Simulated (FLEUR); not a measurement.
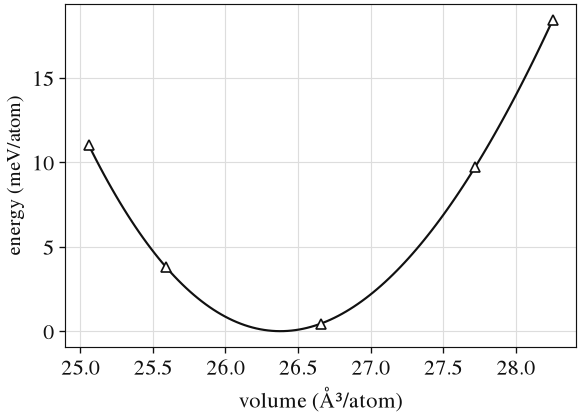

Plotted: energy against volume for Sn₃Se, space group Pm-3m (No. 221).

The given structure:
```cif
data_structure
_symmetry_space_group_name_H-M 'P 1'
_symmetry_Int_Tables_number 1
_cell_length_a 4.7419
_cell_length_b 4.7419
_cell_length_c 4.7419
_cell_angle_alpha 90.000
_cell_angle_beta 90.000
_cell_angle_gamma 90.000
_cell_volume 106.62
loop_
_atom_site_label
_atom_site_type_symbol
_atom_site_fract_x
_atom_site_fract_y
_atom_site_fract_z
_atom_site_occupancy
Sn1 Sn 0.50000 0.50000 0.00000 1
Sn2 Sn 0.50000 0.00000 0.50000 1
Sn3 Sn 0.00000 0.50000 0.50000 1
Se1 Se 0.00000 0.00000 0.00000 1
```

Calculation (FLEUR MaX-R8.1 (later development tree)): all-electron LAPW DFT, no spin polarisation; energies at scaled volumes of the given cell, shape and fractions fixed, counted from the fit's minimum, third-order Birch-Murnaghan fit. Level: r2SCAN.

- k mesh: 6×6×6
- occupations: Fermi–Dirac
- smearing width: 0.05 eV
- potentials: all electron
- program settings: basis FLAPW, kmax 4.1 1/bohr

This calculation gives: equilibrium volume 26.38 Å³/atom and bulk modulus 49.3 GPa.

Now Sn is replaced by Ga on all its sites, which gives Ga₃Se in the same structure. What happens?

The equilibrium volume falls from 26.38 to 20.84 Å³/atom (−21 %) and the bulk modulus falls from 49.3 to 43.5 GPa (−12 %).

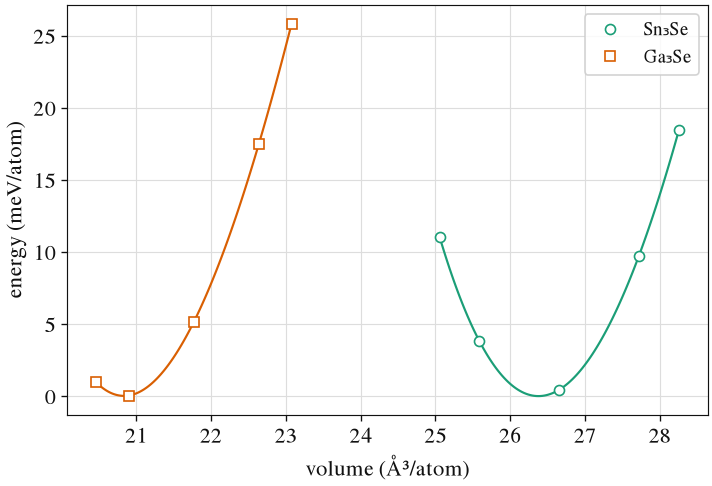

The two results together.

V0 and the bulk modulus come from third-order Birch–Murnaghan fits.
